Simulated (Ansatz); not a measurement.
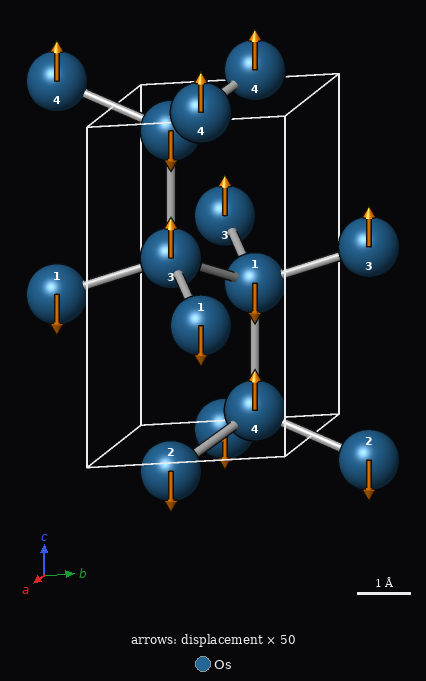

This is a relaxation of solid Os (built on the lonsdaleite_194 type). The starting structure is drawn; orange arrows show the displacements (the part carried along by the change of the cell is left out), magnified 50 times.

The picture is a ball-and-stick view of the cell of the calculation, seen slightly off an axis.

Case: lonsdaleite type (P6_3/mmc, No. 194).

The calculation used DFT PBE, scalar-relativistic, plane waves, PAW in Ansatz.

Input file:
```yaml
crystal:
  lattice:
    - [3.8762738873, 0.0, 0.0]
    - [-1.9381369436, 3.3569516584, 0.0]
    - [0.0, 0.0, 6.598078209]
  atoms:
    - { symbol: Os, position: [0.3333333333, 0.6666666667, 0.4369224993] }
    - { symbol: Os, position: [0.6666666667, 0.3333333333, 0.9369224993] }
    - { symbol: Os, position: [0.6666666667, 0.3333333333, 0.5630775007] }
    - { symbol: Os, position: [0.3333333333, 0.6666666667, 0.0630775007] }
basis:
  ecutwfc: 420
kpoints:
  mp_grid: { grid: [12, 12, 6] }
hamiltonian:
  xc: pbe
scf:
  occupations: { method: gaussian, width: 0.1 }
output:
  forces: true
  stress: true
  eigenvalues: true
relax:
  adjacent_minimum: "off"
  f_tol: 0.01
  max_steps: 80
  cell: { stress_tol: 0.05 }
```

Describe the change and its energy.

Answer. After 4 accepted moves (5 points after the start) the energy has fallen by 1.9 meV per atom. The largest force component goes from 0.084 to 0.001 eV/Å. The pressure goes from 0.10 to 0.01 GPa. The SCF was repeated once at an unchanged geometry on a basis and grid sized afresh for the cell, which shifted the energy by less than 0.05 meV per atom at most. The largest moves relative to the cell, 0.016 Å, are those of Os1, Os2, Os3 and Os4. Os1 goes along −c. The drawn cell changes as follows: a = b 3.876 → 3.836 Å (−1.0 %), c 6.598 → 6.730 Å (+2.0 %); the volume changes by −0.1 %. Near-neighbour distances that change, for instance: Os1–Os4 2.467 → 2.483 Å. The space group stays P6_3/mmc (No. 194). The run took roughly 60 core-seconds on a shared host.
